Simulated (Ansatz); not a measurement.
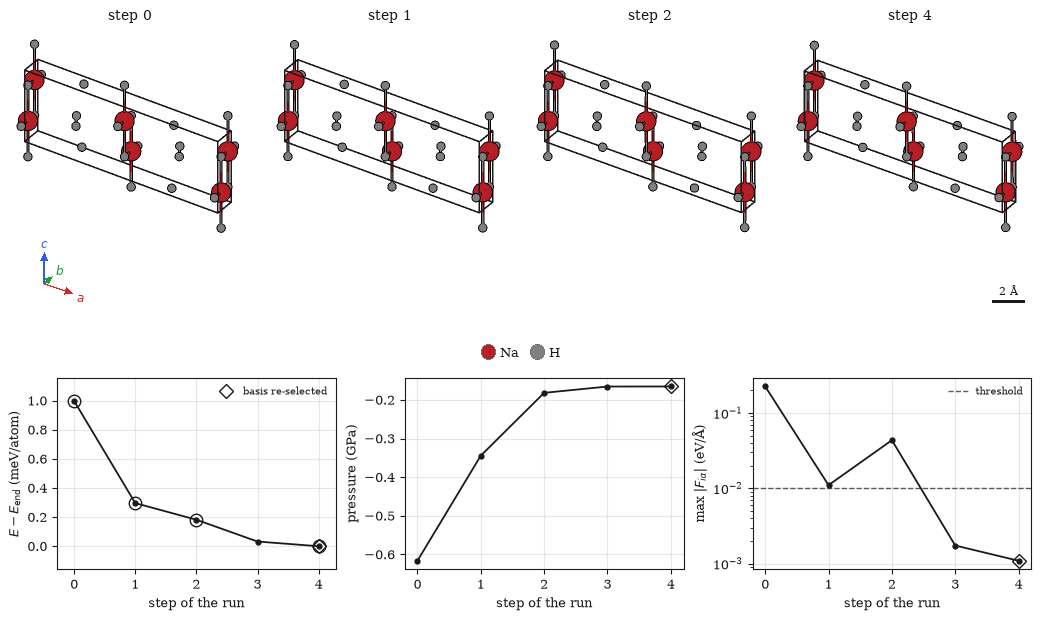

Frames of a relaxation of solid NaH3 (a generated structure, set up in C2/c), marked on the history of the run. A ball-and-stick model of the conventional cell (2 times the calculation's cell), seen slightly off an axis. Lengths and directions refer to the drawn axes.

The calculation used Ansatz, DFT PBE, scalar-relativistic, plane waves, PAW. (plane-wave cutoff 420 eV; k-point mesh 6 × 6 × 6; occupations gaussian; smearing width 0.02 eV; no spin polarisation; cell relaxed at fixed volume; force threshold 0.01 eV/Å; at most 30 steps)

### What happens along the run?

The largest moves relative to the cell, 0.017 Å, are those of H atoms. Na stays in place. The drawn cell changes at constant volume: a 13.345 → 13.613 Å (+2.0 %), b 4.648 → 4.599 Å (−1.1 %), c 4.638 → 4.584 Å (−1.2 %), β 108.8° → 108.3°. Near-neighbour distances that change, for instance: Na–Na 3.283 → 3.246 Å, H–Na 2.319 → 2.292 Å, H–H 0.762 → 0.752 Å. The space group stays C2/c (No. 15). The energy falls by 1.0 meV per atom in 3 accepted moves (4 points after the start). Largest force component: 0.23 eV/Å at the start, 0.0011 eV/Å at the end. Pressure: −0.62 GPa at the start and −0.17 GPa at the end. The SCF was repeated once at an unchanged geometry on a basis and grid sized afresh for the cell, which shifted the energy by less than 0.05 meV per atom at most. The run took 12 s on 4 threads of Arm Neoverse V1, with other jobs on the host, peak memory 0.53 GiB. From step 0 to 1: energy −0.7 meV per atom. From step 1 to 2: H atoms move most (0.02 Å), energy −0.1 meV per atom. From step 2 to 4: H atoms move most (0.02 Å), energy −0.2 meV per atom.
